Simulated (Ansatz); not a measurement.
# Ni: one cell, many SCF starts, part 2 of 2

How much does the result for Ni depend on the starting moments? The same cell is run from several starts. Ni is taken in the measured crystal structure (space group Fm-3m, primitive cell doubled), 2 atoms in the cell. Source: COD entry 9012984.

Ansatz 0.2.0; DFT r2SCAN, PAW, plane waves, scalar-relativistic. The steps go on from the part before.

**5. Spin on, no moments given (the program may seed its own), plain SCF**

input.yaml

```yaml
crystal:
  lattice:
    - [3.5347, 1.76735, 1.76735]
    - [1.76735, 3.5347, 1.76735]
    - [1.76735, 1.76735, 3.5347]
  atoms:
    - { symbol: Ni, position: [0.0, 0.0, 0.0] }
    - { symbol: Ni, position: [0.5, 0.5, 0.5] }
hamiltonian:
  xc: r2scan
  pseudopotentials: { kind: paw }
basis:
  ecutwfc: 500
kpoints:
  mp_grid: { grid: [11, 11, 11] }
scf:
  occupations: { method: gaussian, width: 0.05 }
  lower_state_search: "off"
output:
  forces: true
  stress: true
  write_density: true
  write_potential: true
  elf: true
  volumetric_format: npy
magnetization:
  spin_polarized: true
```

Run with:

```bash
ansatz run input.yaml --threads 2 --pin off --max-ram 5120MiB --backend cpu --events-out ev --progress --plain --runs-dir out
```

What it wrote (excerpt; [...] marks lines left out):

```text
[... 1 line as in an earlier run ...]
band count auto-derived: 24 (N_el = 36.0; filled up to band 18; 22 by the electrons, moments and atoms)
[... 22 lines as in an earlier run ...]
[...]
SCF iter   1: F=-11689.922125 eV  HF=-11688.830919 eV  |F-HF|=1.09e0  |Δ(HF+E_count)|=         —  Δρ=1.86e-1 (↑1.86e-1 ↓1.67e-1)  dr2=4.43e-2  dr2_τ=4.38e-2  dr2_m=6.28e0  M=2.521 μB ∫|m|=2.521 μB  ethr=9.65e-4  ⟨swp⟩=1.1  Hψ=19502  notcnv=0
[...]
SCF iter  12: F=-11690.540840 eV  HF=-11690.540840 eV  |F-HF|=5.37e-9  |Δ(HF+E_count)|=   7.58e-8  Δρ=6.67e-6 (↑2.09e-6 ↓6.67e-6)  dr2=6.34e-9  dr2_τ=3.00e-11  dr2_m=1.63e-9  M=1.574 μB ∫|m|=1.924 μB  ethr=2.12e-10  ⟨swp⟩=6.4  Hψ=42810  notcnv=0
the search or the solves at the SCF's close seem to have found levels that the self-consistency loop had missed (the run counts 1). By its estimate they hold under 1e-12 electrons; where the run keeps them, the occupations were computed again with them
[...]
SCF converged after 12 iterations
Magnetization: 1.5741 μB (18.7871 up, 17.2129 down)
Absolute magnetization: 1.9266 μB (∫|ρ↑−ρ↓|, with the PAW one-centre terms)
Spin contamination: 0.0469 ħ² per cell (⟨S²⟩ above its minimum at these occupations)
Per-site moments (μB) at R_I (Å): [(0.8566169554346106, 1.0310067650272867), (0.8566169554346106, 1.0310067650272867)]
Free energy (F): -11690.540840 eV
[...]
E sigma→0 (E₀):  -11690.539420 eV
Entropy (-TS):   -0.002839 eV (-1.420 meV/atom)
Fermi energy:    17.809649 eV
[... 31 lines left out: energy terms, forces, stress, bands ...]
```

It took 19 s on 2 threads of Arm Neoverse V2, shared host; peak memory 0.47 GiB.

Nothing new: the 12 iterations lead to the state found in step 2 (ferromagnetic).

**6. Parallel moments scaled by 0.1, plain SCF**

input.yaml, as its differences from that of step 5:

```diff
@@ -6,4 +6,6 @@
   atoms:
-    - { symbol: Ni, position: [0.0, 0.0, 0.0] }
-    - { symbol: Ni, position: [0.5, 0.5, 0.5] }
+    - { symbol: Ni, position: [0.0, 0.0, 0.0], spin: 0.2 }
+    - { symbol: Ni, position: [0.5, 0.5, 0.5], spin: 0.2 }
+magnetization:
+  spin_polarized: true
 hamiltonian:
@@ -25,3 +27 @@
   volumetric_format: npy
-magnetization:
-  spin_polarized: true
```

Run with:

```bash
ansatz run input.yaml --threads 2 --pin off --max-ram 5120MiB --backend cpu --events-out ev --progress --plain --runs-dir out
```

What it wrote (excerpt; [...] marks lines left out):

```text
[... 12 lines as in an earlier run ...]
Bands: 23, of which v1, the nominal top of the filled ones, is band 18 counted from 1 (17 counted from 0)
[... 9 lines as in an earlier run ...]
Starting moments: Σ|m| = 0.4 μB on 2 of 2 sites
[... 2 lines as in an earlier run ...]
[...]
SCF iter   1: F=-11690.248106 eV  HF=-11690.154050 eV  |F-HF|=9.41e-2  |Δ(HF+E_count)|=         —  Δρ=7.65e-2 (↑7.65e-2 ↓2.76e-2)  dr2=3.55e-1  dr2_τ=1.50e-2  dr2_m=5.03e-1  M=0.955 μB ∫|m|=0.964 μB  β_m=1.00  ethr=9.88e-4  ⟨swp⟩=1.0  Hψ=37249  notcnv=0
[...]
spin-set hold released at iteration 8 (site moments contracting): the magnetisation degrees of freedom join the quasi-Newton model from the next iteration; the mixer history was flushed
[...]
SCF iter  24: F=-11690.540840 eV  HF=-11690.540840 eV  |F-HF|=6.48e-8  |Δ(HF+E_count)|=   4.01e-6  Δρ=8.33e-6 (↑3.88e-6 ↓8.33e-6)  dr2=3.56e-9  dr2_τ=9.50e-11  dr2_m=5.34e-9  M=1.574 μB ∫|m|=1.924 μB  ethr=1.14e-10  ⟨swp⟩=10.7  Hψ=55770  notcnv=0
[...]
[... 1 line as in an earlier run ...]
SCF converged after 24 iterations
Magnetization: 1.5741 μB (18.7870 up, 17.2130 down)
Absolute magnetization: 1.9265 μB (∫|ρ↑−ρ↓|, with the PAW one-centre terms)
Spin contamination: 0.0469 ħ² per cell (⟨S²⟩ above its minimum at these occupations)
Per-site moments (μB) at R_I (Å): [(0.8565887877474532, 1.0310067650272867), (0.8565887877474532, 1.0310067650272867)]
Free energy (F): -11690.540840 eV
[...]
E sigma→0 (E₀):  -11690.539420 eV
Entropy (-TS):   -0.002839 eV (-1.420 meV/atom)
Fermi energy:    17.809655 eV
[... 31 lines left out: energy terms, forces, stress, bands ...]
```

Wall time 29 s (2 threads of Arm Neoverse V2, shared host); peak memory 0.46 GiB.

Nothing new: the 24 iterations lead to the state found in step 2 (ferromagnetic).

**7. Moments ++ scaled by 1.4, plain SCF**

input.yaml, as its differences from that of step 6:

```diff
@@ -6,4 +6,4 @@
   atoms:
-    - { symbol: Ni, position: [0.0, 0.0, 0.0], spin: 0.2 }
-    - { symbol: Ni, position: [0.5, 0.5, 0.5], spin: 0.2 }
+    - { symbol: Ni, position: [0.0, 0.0, 0.0], spin: 2.8 }
+    - { symbol: Ni, position: [0.5, 0.5, 0.5], spin: 2.8 }
 magnetization:
```

Run with:

```bash
ansatz run input.yaml --threads 2 --pin off --max-ram 5120MiB --backend cpu --events-out ev --progress --plain --runs-dir out
```

What it wrote (excerpt; [...] marks lines left out):

```text
[... 12 lines as in an earlier run ...]
Bands: 25, of which v1, the nominal top of the filled ones, is band 18 counted from 1 (17 counted from 0)
[... 9 lines as in an earlier run ...]
Starting moments: Σ|m| = 5.6 μB on 2 of 2 sites
[... 2 lines as in an earlier run ...]
[...]
SCF iter   1: F=-11690.071737 eV  HF=-11688.452200 eV  |F-HF|=1.62e0  |Δ(HF+E_count)|=         —  Δρ=1.76e-1 (↑1.72e-1 ↓1.76e-1)  dr2=1.50e-2  dr2_τ=7.78e-2  dr2_m=6.10e0  M=2.456 μB ∫|m|=2.655 μB  β_m=0.30  ethr=4.18e-5  ⟨swp⟩=2.0  Hψ=44582  notcnv=0
[...]
spin-set hold released at iteration 15 (site moments' squared step at or under half its running peak, from the soft ceiling on): the magnetisation degrees of freedom join the quasi-Newton model from the next iteration; the mixer history was flushed
[...]
SCF iter  25: F=-11690.540840 eV  HF=-11690.540840 eV  |F-HF|=1.45e-7  |Δ(HF+E_count)|=   3.89e-7  Δρ=3.05e-6 (↑3.05e-6 ↓1.51e-6)  dr2=2.02e-9  dr2_τ=1.25e-11  dr2_m=2.19e-10  M=1.574 μB ∫|m|=1.924 μB  ethr=1.52e-10  ⟨swp⟩=7.8  Hψ=42258  notcnv=0
[...]
[... 1 line as in an earlier run ...]
SCF converged after 25 iterations
Magnetization: 1.5739 μB (18.7870 up, 17.2130 down)
Absolute magnetization: 1.9263 μB (∫|ρ↑−ρ↓|, with the PAW one-centre terms)
Spin contamination: 0.0469 ħ² per cell (⟨S²⟩ above its minimum at these occupations)
Per-site moments (μB) at R_I (Å): [(0.856507933630927, 1.0310067650272867), (0.856507933630927, 1.0310067650272867)]
Free energy (F): -11690.540840 eV
[...]
E sigma→0 (E₀):  -11690.539421 eV
Entropy (-TS):   -0.002838 eV (-1.419 meV/atom)
Fermi energy:    17.809621 eV
[... 31 lines left out: energy terms, forces, stress, bands ...]
```

Run time: 29 s. Hardware: 2 threads of Arm Neoverse V2, shared host; peak memory 0.46 GiB.

Nothing new: the 25 iterations lead to the state found in step 2 (ferromagnetic).

**8. A moment on one site alone, plain SCF**

input.yaml, as its differences from that of step 7:

```diff
@@ -6,4 +6,4 @@
   atoms:
-    - { symbol: Ni, position: [0.0, 0.0, 0.0], spin: 2.8 }
-    - { symbol: Ni, position: [0.5, 0.5, 0.5], spin: 2.8 }
+    - { symbol: Ni, position: [0.0, 0.0, 0.0], spin: 2.0 }
+    - { symbol: Ni, position: [0.5, 0.5, 0.5] }
 magnetization:
```

Run with:

```bash
ansatz run input.yaml --threads 2 --pin off --max-ram 5120MiB --backend cpu --events-out ev --progress --plain --runs-dir out
```

What it wrote (excerpt; [...] marks lines left out):

```text
[... 15 lines as in an earlier run ...]
Magnetic group: BNS 166.97 (UNI 1327), of the structure as read, at distance tolerance 2.8e-5 Å
[... 6 lines as in an earlier run ...]
Starting moments: Σ|m| = 2 μB on 1 of 2 sites
[... 2 lines as in an earlier run ...]
SCF iter   1: F=-11685.679306 eV  HF=-11690.164320 eV  |F-HF|=4.49e0  |Δ(HF+E_count)|=         —  Δρ=1.07e-1 (↑1.07e-1 ↓5.45e-2)  dr2=5.18e0  dr2_τ=2.17e-2  dr2_m=2.26e-1  M=1.556 μB ∫|m|=1.707 μB  β_m=0.30  ethr=3.10e-3  ⟨swp⟩=5.4  Hψ=27022  notcnv=0
[...]
spin-set hold released at iteration 6 (the charge has settled, or the pull on large starting moments outlasts its swing): the magnetisation degrees of freedom join the quasi-Newton model from the next iteration; the mixer history was flushed
[...]
SCF iter  27: F=-11690.540840 eV  HF=-11690.540840 eV  |F-HF|=4.49e-8  |Δ(HF+E_count)|=   1.28e-7  Δρ=6.25e-6 (↑1.81e-6 ↓6.25e-6)  dr2=4.76e-9  dr2_τ=2.26e-11  dr2_m=2.45e-9  M=1.574 μB ∫|m|=1.924 μB  ethr=8.94e-12  ⟨swp⟩=8.5  Hψ=45503  notcnv=0
[...]
[... 1 line as in an earlier run ...]
SCF converged after 27 iterations
Magnetization: 1.5743 μB (18.7871 up, 17.2129 down)
Absolute magnetization: 1.9268 μB (∫|ρ↑−ρ↓|, with the PAW one-centre terms)
Spin contamination: 0.0469 ħ² per cell (⟨S²⟩ above its minimum at these occupations)
Per-site moments (μB) at R_I (Å): [(0.8567402257884503, 1.0310067650272867), (0.8566844406677437, 1.0310067650272867)]
Free energy (F): -11690.540840 eV
[...]
E sigma→0 (E₀):  -11690.539420 eV
Entropy (-TS):   -0.002841 eV (-1.420 meV/atom)
Fermi energy:    17.809774 eV
[... 31 lines left out: energy terms, forces, stress, bands ...]
```

Wall time 31 s (2 threads of Arm Neoverse V2, shared host); peak memory 0.47 GiB.

This is the state of step 2 again (ferromagnetic), after 27 iterations.

**9. The runs side by side**

| step | iterations | state | moments of Ni1 Ni2 (μB) | total (μB) | gap (eV) | pressure (GPa) | above lowest (meV/atom) |
| --- | --- | --- | --- | --- | --- | --- | --- |
| 2 | 14 | 1 | 0.86 0.86 | 1.57 | none | -9.1 | 0.0 |
| 3 | 16 | 2 | 0.62 -0.62 | 0.00 | none | -9.4 | 88.5 |
| 4 | 9 | 3 | 0.00 0.00 | 0.00 | none | -12.2 | 133 |
| 5 | 12 | 1 | 0.86 0.86 | 1.57 | none | -9.1 | 0.0 |
| 6 | 24 | 1 | 0.86 0.86 | 1.57 | none | -9.1 | 0.0 |
| 7 | 25 | 1 | 0.86 0.86 | 1.57 | none | -9.1 | 0.0 |
| 8 | 27 | 1 | 0.86 0.86 | 1.57 | none | -9.1 | 0.0 |

States are numbered from the lowest. Starts by step: 2 parallel moments, plain SCF; 3 opposed moments +-, plain SCF; 4 no spin polarisation; 5 spin on, no moments given (the program may seed its own), plain SCF; 6 parallel moments scaled by 0.1, plain SCF; 7 moments ++ scaled by 1.4, plain SCF; 8 a moment on one site alone, plain SCF.

The 7 runs of this session took 2.4 min in all, from 4.8 s to 31 s each.

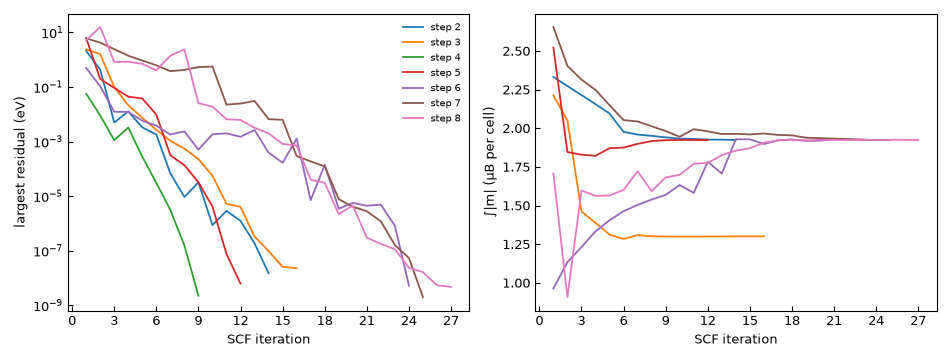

Residual and absolute moment along the iterations.

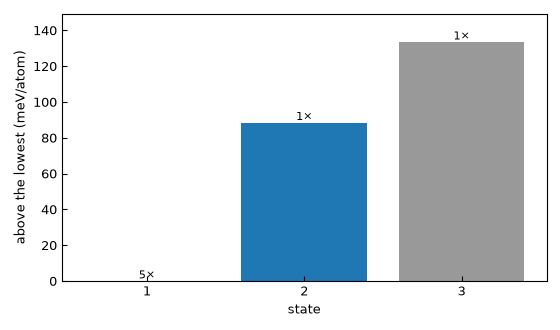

Energy of each distinct state, with the number of starts that reached it (red ferromagnetic, blue opposed moments, grey non-magnetic, green other).

**10. Summary of results**

What follows sums up all 2 parts.

| quantity | value |
| --- | --- |
| distinct states | 3 from 7 converged runs |
| lowest state from plain starts | ferromagnetic |
| its moments | Ni1 0.86, Ni2 0.86 μB |
| total moment | 1.57 μB per cell |
| gap on the k-mesh | none |
| pressure | -9.1 GPa |
| largest force | 0.000 eV/Å |
| next state | antiferromagnetic, 88.5 meV/atom higher |
| highest state | non-magnetic (no spin polarisation), 133 meV/atom higher |

The 7 converged runs end in 3 distinct states. Switching spin polarisation off costs 133 meV/atom in free energy, smearing entropy included. The best antiferromagnetic state lies 88.5 meV/atom above the best ferromagnetic one. A lower state than any found can't be excluded.
